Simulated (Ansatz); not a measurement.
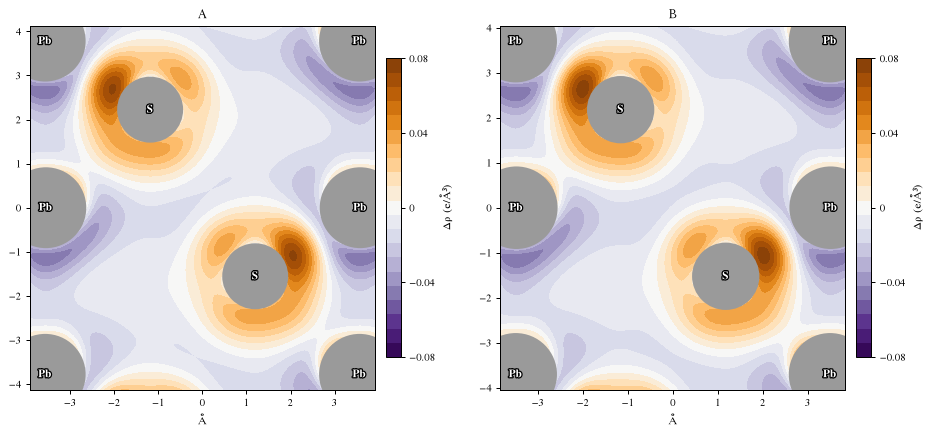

PbS: deformation density on the (100) plane of the conventional cell at two volumes, with the same fractional coordinates and one colour scale. Grey discs cover the cores. Panel B has 94 % of the volume of panel A.

Space group Cmc2_1. The cell comes from a database of computed structures, not from a measurement.

Computed with DFT PBE, scalar-relativistic, plane waves, PAW (Ansatz 0.2.0).

What changes between the database cell and the scaled one?

Answer. From A to B, Pb–S goes from 2.84 to 2.78 Å, and Δρ at its midpoint from +0.036 to +0.039 e/Å³.
- The pressure is 1.0 GPa in A and 4.8 GPa in B.
- Bader charges in A: Pb +0.97 and S −0.97 e; in B: Pb +0.95 and S −0.95 e.
- The rearranged charge is 0.22 e an atom in A and 0.21 e in B.
